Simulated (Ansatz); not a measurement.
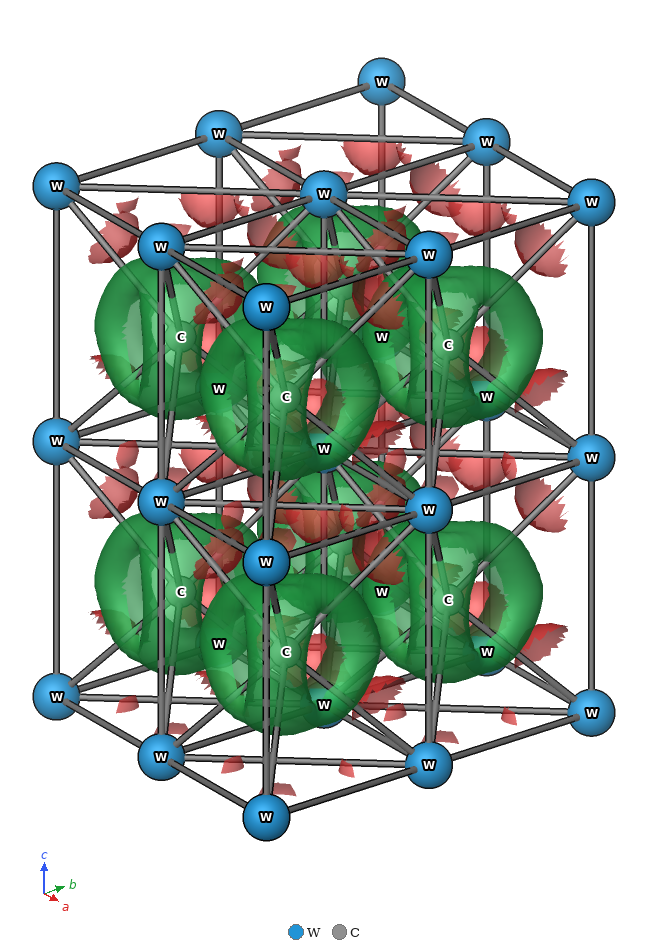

*WC. Density of the crystal less the sum of free-atom densities: green surfaces at +0.08 and red ones at −0.08 e/Å³, in the conventional cell, repeated, seen slightly off an axis (the regions close to the nuclei are left out). Cores are masked to 1.0 Å (W) and 0.6 Å (C).*

Space group P-6m2; the calculation finds a residual pressure of about 5 GPa at this fixed cell.

Level of theory: Ansatz 0.2.0, DFT PBE, scalar-relativistic, plane waves, PAW.

Core electrons are frozen (PAW), so the fields are smoothed inside the atomic spheres.

Question: Where does charge go when the atoms form this crystal?

Answer: C–W (2.20 Å): Δρ is +0.05 e/Å³ at the midpoint (close to a masked core, so read it with care).
- W–W (2.84 Å): Δρ is +0.018 e/Å³ at the midpoint.
- Over the whole cell, outside the masked cores, the largest gain, 0.13 e/Å³, lies 0.8 Å from a carbon nucleus and 1.4 Å from a tungsten one, and the largest loss lies at the edge of the masked core of W.
- The rearranged charge, half the integral of |Δρ|, is about 0.24 e an atom.
- Bader charges: W +1.42 and C −1.42 e.

Cost of the run: 36 s on 1 thread of Arm Neoverse N1, with other jobs on the host, peak memory 0.34 GiB.
